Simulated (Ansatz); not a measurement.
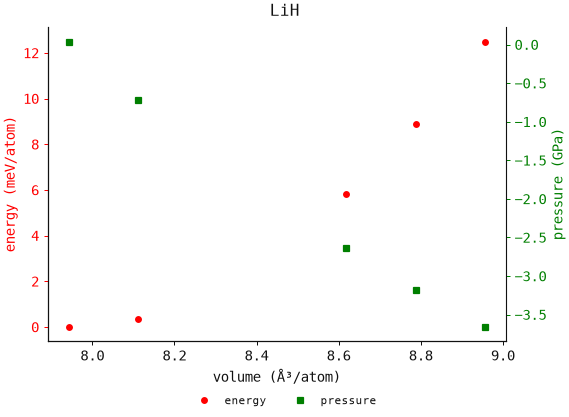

Plotted: energy and pressure against volume for LiH, space group Fm-3m (No. 225).

Structure:
```cif
data_structure
_symmetry_space_group_name_H-M 'P 1'
_symmetry_Int_Tables_number 1
_cell_length_a 2.8804
_cell_length_b 2.8804
_cell_length_c 2.8804
_cell_angle_alpha 60.000
_cell_angle_beta 60.000
_cell_angle_gamma 60.000
_cell_volume 16.90
loop_
_atom_site_label
_atom_site_type_symbol
_atom_site_fract_x
_atom_site_fract_y
_atom_site_fract_z
_atom_site_occupancy
Li1 Li 0.00000 0.00000 0.00000 1
H1 H 0.50000 0.50000 0.50000 1
```

Method: plane-wave DFT, no spin polarisation; energies at scaled volumes of the given cell, shape and fractions fixed, counted from the fit's minimum, third-order Birch-Murnaghan fit (Ansatz 0.2.0). Level: PBE0.

k mesh 6×6×6; occupations Fermi–Dirac; smearing width 0.05 eV; potentials Ansatz PAW; wave cutoff 420 eV; density cutoff 1680 eV.

The points at volume 8.2802 Å³/atom and 8.4492 Å³/atom are left out of the plot. What values does the calculation give there?

| volume (Å³/atom) | energy (meV/atom) | pressure (GPa) |
| --- | --- | --- |
| 8.2802 | 1.48 | −1.42 |
| 8.4492 | 3.32 | −2.06 |

Limits of the calculation: coarse k mesh; the fit and the printed pressures don't fully agree, or the minimum lies near the end of the range.
